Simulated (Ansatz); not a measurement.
The compound is Mg2Si (space group Fm-3m, No. 225), taken as the input geometry of an electronic-structure calculation (not necessarily at equilibrium); the starting structure was generated, so it need not be a known form of this composition.

```xyz
12
Lattice="6.3379 0.0000 0.0000 0.0000 6.3379 0.0000 0.0000 0.0000 6.3379" Properties=species:S:1:pos:R:3 pbc="T T T"
Si    0.0000    0.0000    0.0000
Mg    1.5845    4.7534    4.7534
Mg    1.5845    1.5845    4.7534
Si    0.0000    3.1690    3.1690
Mg    1.5845    1.5845    1.5845
Mg    1.5845    4.7534    1.5845
Si    3.1690    0.0000    3.1690
Mg    4.7534    4.7534    1.5845
Mg    4.7534    1.5845    1.5845
Si    3.1690    3.1690    0.0000
Mg    4.7534    1.5845    4.7534
Mg    4.7534    4.7534    4.7534
```

Describe the stacking along [111], naming the columns A, B, C as they first turn up.

Si(A) – Mg(B) – Mg(A) – Si(B) – Mg(C) – Mg(B) – Si(C) – Mg(A) – Mg(C) (nine layers in 10.98 Å).

Si layers alone: ABC, the cubic close-packed type.

Mg: six tetrahedral sites in each hexagonal cell.

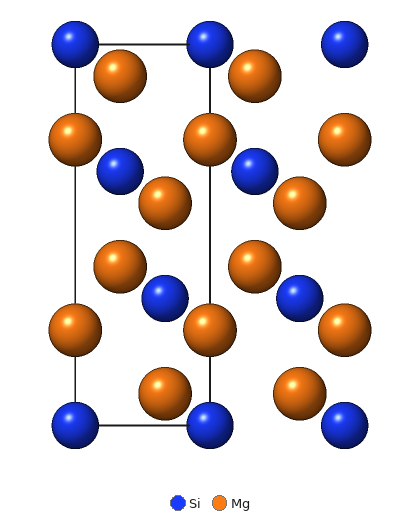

The picture looks along a close-packed row of the hexagonal mesh; [111] points upwards. Every atom sits on one of the three columns of the mesh; call them A, B, C in the order in which they first turn up. The box is the hexagonal cell of the face-centred cubic lattice. The sequence starts with the first layer at or above the cell's origin.
